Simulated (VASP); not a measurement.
The compound is La2O3 (space group P-3m1, No. 164), taken as a cell listed in the Materials Project, as set up for an electronic-structure calculation.

```cif
data_structure
_symmetry_space_group_name_H-M 'P 1'
_symmetry_Int_Tables_number 1
_cell_length_a 3.9308
_cell_length_b 3.9308
_cell_length_c 6.1120
_cell_angle_alpha 90.000
_cell_angle_beta 90.000
_cell_angle_gamma 120.000
_cell_volume 81.78
loop_
_atom_site_label
_atom_site_type_symbol
_atom_site_fract_x
_atom_site_fract_y
_atom_site_fract_z
_atom_site_occupancy
La1 La 0.33333 0.66667 0.24624 1
La2 La 0.66667 0.33333 0.75376 1
O1 O 0.00000 0.00000 0.00000 1
O2 O 0.33333 0.66667 0.64589 1
O3 O 0.66667 0.33333 0.35411 1
```

Describe the stacking along c, with columns A (0, 0), B (1/3, 2/3), C (2/3, 1/3) of the hexagonal mesh.

O(A) – La(B) – O(C) – O(B) – La(C) (five layers in 6.11 Å).

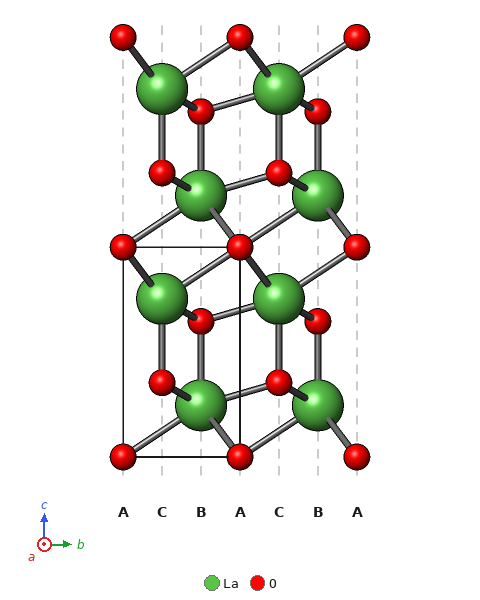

The picture looks along a close-packed row of the hexagonal mesh; c points upwards. The dashed lines mark the three columns A (0, 0), B (1/3, 2/3) and C (2/3, 1/3). The sequence starts with the first layer at or above the cell's origin.
